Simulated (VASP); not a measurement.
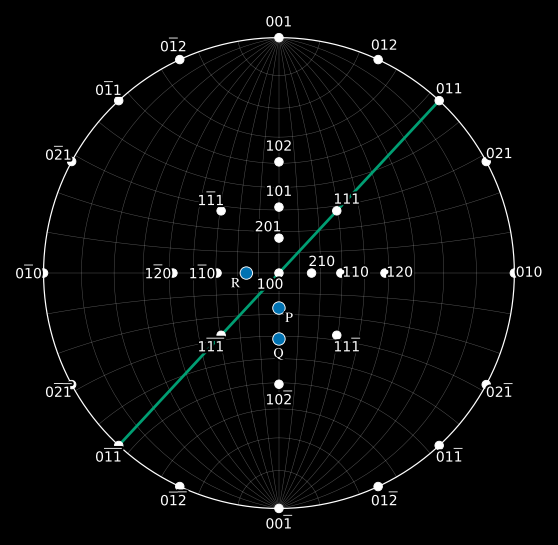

Stereographic projection of plane normals (upper hemisphere) centred on (1 0 0). Crystal: Ge, the geometry relaxed with VASP Kohn-Sham DFT of a periodic cell, r2SCAN, VASP PAW PBE potentials, recommended in VASP 6.6.1. Geometry calculated from the standardised cell; symmetry tolerance 0.002 Å.

a = 2.949 Å, b = 5.220 Å, c = 4.851 Å, α = 90.00°, β = 90.00°, γ = 90.00°.

Question: Index the poles marked P, Q, R.

Answer: P is (2 0 −1), 16.9° from the centre; Q is (1 0 −1), 31.3° from the centre; R is (2 −1 0), 15.8° from the centre.

Question: Which zone does the coloured great circle trace?

Answer: The zone [0 1 −1]: its poles satisfy k − l = 0.

Question: What is the angle between the normals of (0 −2 −1) and (1 1 1), and what are their d_hkl = 1/|g|?

Answer: 127.2°; d = 2.299 Å and 2.269 Å.
